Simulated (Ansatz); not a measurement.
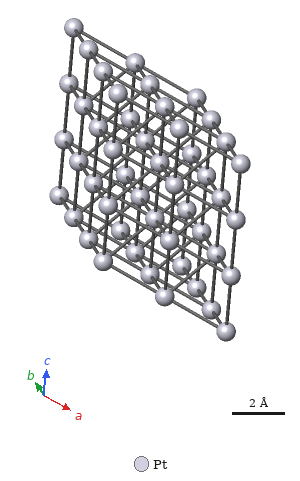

A scan of solid Pt (Im-3m): the cell is strained along x and oppositely along y, with the atoms kept at their fractional coordinates. x, y and z are the Cartesian axes of the input. The picture shows the reference cell. The picture is a ball-and-stick view of the cell of the calculation, repeated 2 × 3 × 3 with one cell outlined, seen slightly off an axis.

Level of theory: Ansatz 0.2.0, DFT r2SCAN, scalar-relativistic, plane waves, PAW. Settings: plane-wave cutoff 500 eV; k-point mesh 22 × 22 × 22; occupations gaussian; smearing width 0.15 eV; no spin polarisation. Energies (free energies at the smearing named) are counted from the cell as listed in its source, which wasn't relaxed.

```
CELL_PARAMETERS angstrom
-1.58422 1.58422 1.58422
1.58422 -1.58422 1.58422
1.58422 1.58422 -1.58422
ATOMIC_POSITIONS crystal
Pt 0.00000 0.00000 0.00000
```

Q: Give the energy at each point (the strain: −0.040, −0.020, 0.000, 0.010, 0.030).

A:
```csv
strain,ΔE (meV/atom)
−0.040,−14.5
−0.020,−3.8
0.000,0.0
0.010,−0.9
0.030,−8.4
```

The lowest computed point lies at the strain −0.04 (−14.5 meV/atom). A local maximum lies at 0.00 (0.0 meV/atom). The energy is still falling at the end of the range, so the minimum along this coordinate lies there or beyond. The end points stand at −14.5 meV/atom (−0.04) and −8.4 meV/atom (0.03). The unrelaxed reference is under a pressure of −6.5 GPa. The distortion takes the space group from Im-3m to Immm. At the strain −0.04 the cell of the drawing goes a 2.744 → 2.745 Å, b 2.744 → 2.745 Å, c 2.744 → 2.745 Å, α 109.5° → 112.7°, β 109.5° → 106.2°.

As a plot:

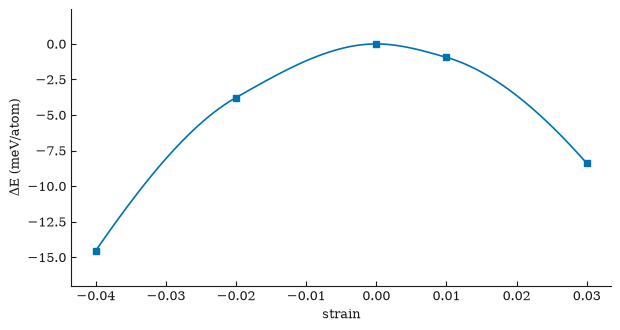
